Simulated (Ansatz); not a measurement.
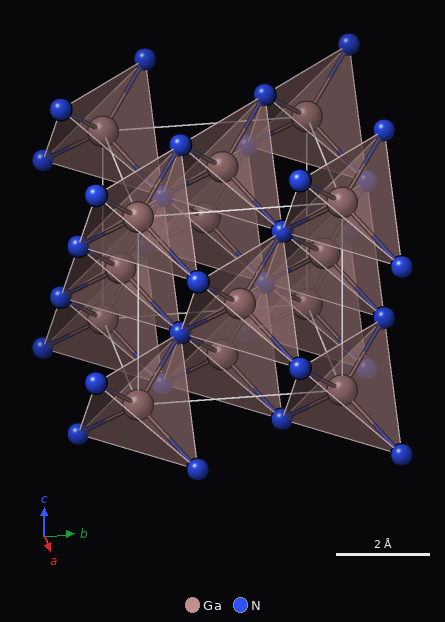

*The structure (polyhedral view of the cell 4 times as large as that of the calculation, set on its symmetry axes, seen at an oblique angle; polyhedra are completed across the faces of the cell).*

# Run report: GaN, single-point calculation

- system: GaN (F-43m, 2 atoms in the cell)
- method: DFT, PBEsol, plane waves, PAW, no spin polarisation (Ansatz 0.2.0)

The structure was built on a prototype by a generator. The geometry comes from this level: r2SCAN.

## Output
```
scf.n_extra_bands = 4 over 9 filled bands (N_el = 18.0): the run solves 13 bands
Engine: ansatz 0.2.0, aarch64-unknown-linux-gnu
Pseudopotentials: kind: paw
Pseudopotential: Ga, paw, valence charge 13, recommended cutoff 420 eV (normal), Ga.paw.azcp
Pseudopotential: N, paw, valence charge 5, recommended cutoff 420 eV (normal), N.paw.azcp
Functional definition: PBEsol
  exchange = pbesol_x
  correlation = pbesol_c
Crystal: 2 atoms, lattice volume = 22.749 Å³
Basis set: ecut = 420 eV, 459 PW (Γ), exchange–correlation on 48×48×48 points (8 copies of the dense FFT grid, shifted against one another)
Bands: 13, of which v1, the nominal top of the filled ones, is band 9 counted from 1 (8 counted from 0)
Symmetry: 24 space group operations
Space group: F-43m (ITA 216), of the structure as read, at distance tolerance 2.8e-5 Å
k-points: 16 of 216 (time reversal used)
Non-local potential: Ga, projectors of the file, l = 0: 2, l = 1: 2, l = 2: 3, l = 3: 1
Non-local potential: N, projectors of the file, l = 0: 2, l = 1: 2, l = 2: 1
PAW form: soft (Blöchl's): semilocal exchange-correlation on the pseudo side does not see the compensation charge
PAW frozen core: Ga, regenerated for the run's functional, and the local potential with it (the file was generated under x = pbe(κ = 0.804, μ = 0.2195149727645171), c = pbe(β = 0.06672455060314922))
PAW frozen core: N, regenerated for the run's functional, and the local potential with it (the file was generated under x = pbe(κ = 0.804, μ = 0.2195149727645171), c = pbe(β = 0.06672455060314922))
PAW one-centre angular grid: Ga, 590 points (default); XC on 64 Gauss nodes
PAW one-centre angular grid: N, 110 points (default); XC on 64 Gauss nodes
Initial density: superposition of atomic densities (neutral atoms: chi_scale 0, normalization atom), corrected by the library's trained network
Initial wavefunctions: pseudopotential atomic-orbital guess
Functional: x = pbesol(κ = 0.804, μ = 0.12345679012345678), c = pbesol(β = 0.046)
SCF iter   1: F=—  HF=-4122.839154 eV  |F-HF|=—  |Δ(HF+E_count)|=         —  Δρ=1.19e-2  dr2=3.13e-2  ethr=1.77e-3  ⟨swp⟩=4.3  Hψ=950  notcnv=0  defer=26
preconditioner: auto → none  [insulator: Δε(μ)=1.609 eV  Ē_g=18.673 eV  n_scr=8 (ndim 8)  ℏωp=33.0 eV  f_vac=0.001  ε∞_Penn≈4.1]
SCF iter   2: F=—  HF=-4122.831758 eV  |F-HF|=—  |Δ(HF+E_count)|=   7.40e-3  Δρ=5.15e-3  dr2=5.43e-3  ethr=1.74e-4  ⟨swp⟩=2.2  Hψ=422  notcnv=0  defer=30
SCF iter   3: F=—  HF=-4122.830167 eV  |F-HF|=—  |Δ(HF+E_count)|=   1.59e-3  Δρ=5.56e-4  dr2=4.11e-5  ethr=3.01e-5  ⟨swp⟩=2.0  Hψ=286  notcnv=0  defer=30
SCF iter   4: F=—  HF=-4122.830173 eV  |F-HF|=—  |Δ(HF+E_count)|=   6.07e-6  Δρ=2.91e-4  dr2=7.94e-6  ethr=2.28e-7  ⟨swp⟩=2.4  Hψ=355  notcnv=0
iter 5 did not close the SCF: its close was put off for the readings that it lacked (scf_convergence_deferred on its scf_iter line)
SCF iter   5: F=-4122.830176 eV  HF=-4122.830176 eV  |F-HF|=1.34e-7  |Δ(HF+E_count)|=   2.78e-6  Δρ=3.42e-5  dr2=8.18e-8  ethr=4.41e-8  ⟨swp⟩=2.3  Hψ=355  notcnv=0
SCF iter   6: F=-4122.830176 eV  HF=-4122.830176 eV  |F-HF|=3.77e-10  |Δ(HF+E_count)|=   1.44e-7  Δρ=3.52e-6  dr2=1.25e-9  ethr=4.54e-10  ⟨swp⟩=7.1  Hψ=1459  notcnv=0
SCF 1 converged in 6 iterations: F = -4122.830176 eV  dr2 = 1.25e-9
  greatest PAW one-centre occupation: 0.995 electrons in one spin orbital (limit 2), on the Ga atom at site 0 (counted from 0), in its partial waves of l = 2
SCF converged after 6 iterations
Free energy (F): -4122.830176 eV
Harris-Foulkes:  -4122.830176 eV  (|F-HF|=3.77e-10)
Internal energy: -4122.830176 eV  (E = F + TS)
E sigma→0 (E₀):  -4122.830176 eV
Fermi energy:    9.607150 eV
--- Per-component energies (eV) ---
  E_band       = -6.708104
  E_kinetic    = 246.709590
  E_local      = -1945.237638  (includes V_loc(G=0)·N_el)
  E_nonlocal   = 475.433474
  E_hartree    = 893.622923
  E_xc         = -127.702685
  E_vxc        = -133.876230  (∫ρ·V_xc dr)
  E_paw        = -2075.901806  (= ΣΔE_a)
  E_vpaw       = -436.982719  (= ΣTr[D̂ρ^β])
  E_aug_tail   = 0.000119  (compensation charges beyond the density's cutoff)
  E_ewald      = -1590.645230
  E_core_change = 0.891077  (= ΣΔE_core)
  E_smearing   = -0.000000  (= −TS)
  E_closure    = -0.000000  (closes the sum)
  Σ components = -4122.830176   (vs F -4122.830176, Δ=0.00e0)
--- Forces (eV/Å), atoms counted from 1 ---
  atom   1  Ga     0.00000000    -0.00000000     0.00000000
  atom   2  N     -0.00000000     0.00000000    -0.00000000
  max |Σ_I F_I| component: 2.08e-17 eV/Å
--- Stress (GPa, compression-positive) ---
       -0.017196      -0.000000      -0.000000
        0.000000      -0.017196       0.000000
       -0.000000       0.000000      -0.017196
  P = ⅓ Tr σ = -0.0172 GPa (-0.172 kbar)
--- Band table (eV; the first three rows and the last of 16) ---
  k-point 0: bands = ["-6.3717", "-3.8845", "-3.8845", "-3.8845", "-3.5584", "-3.5584", "9.6072", "9.6072", "9.6072", "11.3079", "19.8419", "19.8419", "19.8419"]
  k-point 1: bands = ["-6.0810", "-3.8499", "-3.8499", "-3.7581", "-3.5600", "-3.5600", "7.2990", "9.3306", "9.3306", "12.9176", "18.7907", "20.2023", "20.2023"]
  k-point 2: bands = ["-5.5993", "-3.8042", "-3.8042", "-3.5374", "-3.5374", "-3.0835", "4.1788", "8.8412", "8.8412", "14.0320", "18.1732", "20.1637", "20.1637"]
  k-point 15: bands = ["-5.2719", "-3.7549", "-3.6768", "-3.5668", "-3.5184", "-1.6139", "3.7000", "6.0955", "6.1056", "14.7991", "17.5014", "20.7826", "20.9102"]
```

## File rho_z.tsv
```
# z_ang	rho[e/angstrom^3]
# format = ansatz-planar-average/11
# lattice	0.000000000	2.248952542	2.248952542
# lattice	2.248952542	0.000000000	2.248952542
# lattice	2.248952542	2.248952542	0.000000000
# sites	2
# site	31	0.000000000	0.000000000	0.000000000
# site	7	1.124476271	1.124476271	1.124476271
0.000000	2.188379e0
0.132521	2.056393e0
0.265042	1.664445e0
0.397562	1.269876e0
0.530083	1.010283e0
0.662604	8.697144e-1
0.795125	7.837494e-1
0.927646	7.082303e-1
1.060166	6.248683e-1
1.192687	5.303042e-1
1.325208	4.317852e-1
1.457729	3.429320e-1
1.590250	2.729538e-1
1.722770	2.227149e-1
1.855291	1.902924e-1
1.987812	1.739123e-1
2.120333	1.732813e-1
2.252854	1.911805e-1
2.385374	2.357513e-1
2.517895	3.301952e-1
2.650416	5.235506e-1
2.782937	8.777320e-1
2.915458	1.395397e0
3.047978	1.921550e0
```

## File v_z.tsv
```
# z_ang	v_es[eV]	v_tot[eV]
# format = ansatz-planar-average/11
# xc	pbesol
# density_cutoff_ev	1680
# datasets	Ga=:simpson_from_first_knot:soft:shift=-1252651	N=:simpson_from_first_knot:soft:shift=-194789
# lattice	0.000000000	2.248952542	2.248952542
# lattice	2.248952542	0.000000000	2.248952542
# lattice	2.248952542	2.248952542	0.000000000
# sites	2
# site	31	0.000000000	0.000000000	0.000000000
# site	7	1.124476271	1.124476271	1.124476271
0.000000	2.658990e0	-1.033674e1
0.132521	1.630473e0	-1.177186e1
0.265042	4.644165e-1	-1.319165e1
0.397562	-5.744854e-1	-1.430969e1
0.530083	-1.201504e0	-1.483771e1
0.662604	-1.169256e0	-1.453954e1
0.795125	-3.355383e-1	-1.331624e1
0.927646	1.276593e0	-1.123028e1
1.060166	3.451020e0	-8.510343e0
1.192687	5.821316e0	-5.536485e0
1.325208	8.049247e0	-2.671039e0
1.457729	9.923116e0	-1.628031e-1
1.590250	1.123363e1	1.728108e0
1.722770	1.180820e1	2.773214e0
1.855291	1.172331e1	2.987241e0
1.987812	1.117698e1	2.554612e0
2.120333	1.019024e1	1.558400e0
2.252854	8.884177e0	1.177283e-1
2.385374	7.518011e0	-1.617008e0
2.517895	6.290590e0	-3.460756e0
2.650416	5.288035e0	-5.191274e0
2.782937	4.501819e0	-6.701267e0
2.915458	3.903638e0	-7.974526e0
3.047978	3.382791e0	-9.096827e0
```

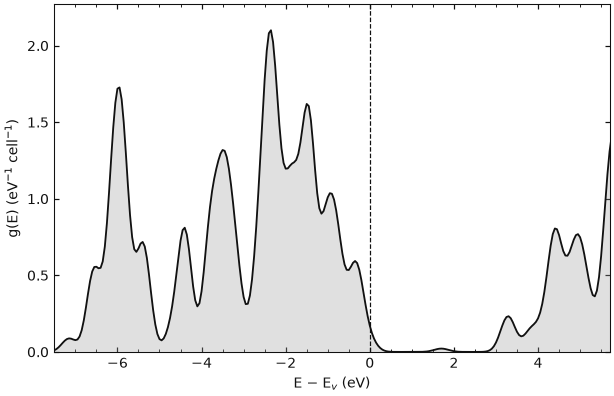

*Density of states (the curve is built from the levels of the k mesh with Gaussians 0.4 eV wide, which also blur the band edges), with energies from the valence-band top.*

There is a gap of 1.70 eV on the k-point mesh. Small ripples come from the finite k-point mesh.

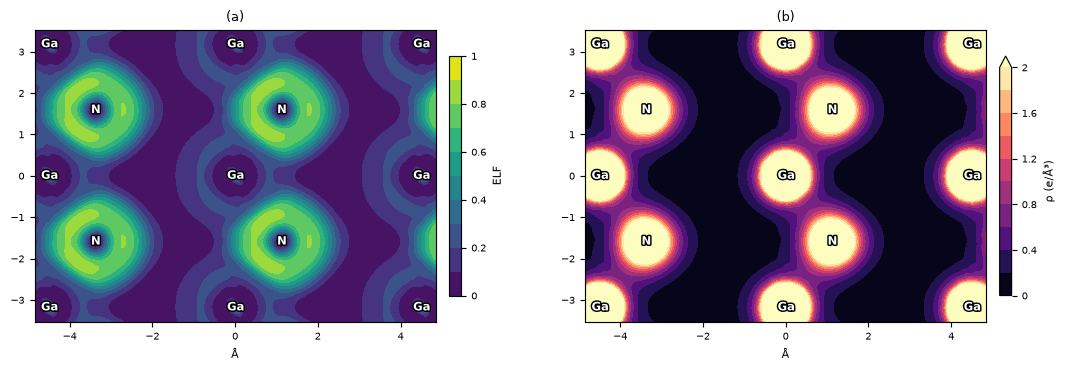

*(a) electron localisation function; (b) valence pseudo-density on the (011) plane of the conventional cell.*

The plane passes through Ga and N nuclei. Ga–N (1.95 Å): the density is about 0.74 e/Å³ at the midpoint; the ELF is about 0.50 at the midpoint. Away from the nuclei the density in this plane falls to 0.04 e/Å³ at its lowest. In a PAW calculation such maps are meaningful between the atoms, not at the nuclei.

This output came from the following input.

## The input
```yaml
crystal:
  lattice:
    - [0.0, 2.2489525415, 2.2489525415]
    - [2.2489525415, 0.0, 2.2489525415]
    - [2.2489525415, 2.2489525415, 0.0]
  atoms:
    - { symbol: Ga, position: [0.0, 0.0, 0.0] }
    - { symbol: "N", position: [0.25, 0.25, 0.25] }
kpoints:
  mp_grid: { grid: [6, 6, 6] }
hamiltonian:
  xc: pbesol
scf:
  occupations: { method: fixed }
  n_extra_bands: 4
output:
  forces: true
  stress: true
  eigenvalues: true
  write_density: true
  write_potential: true
  elf: true
  volumetric_format: npy
```

Command:
```bash
ansatz run input.yaml --threads 4 --pin off --max-ram 3686MiB --backend cpu --events-out ev --progress --plain --runs-dir out
```

## Summary

- outcome: converged
- space group (tolerance 0.01 Å): F-43m (216)
- electrons treated: 18
- free energy: −4122.8302 eV
- Fermi energy: 9.607 eV
- gap on the k-point mesh: 1.70 eV
- pressure: −0.02 GPa
- largest force (length of the vector): under 0.001 eV/Å
- hardware: 4 threads of Arm Neoverse N1, 98 GiB of memory available, shared host
- wall time: 0.92 s (CPU time 1.9 s)
- peak memory: 0.3 GiB
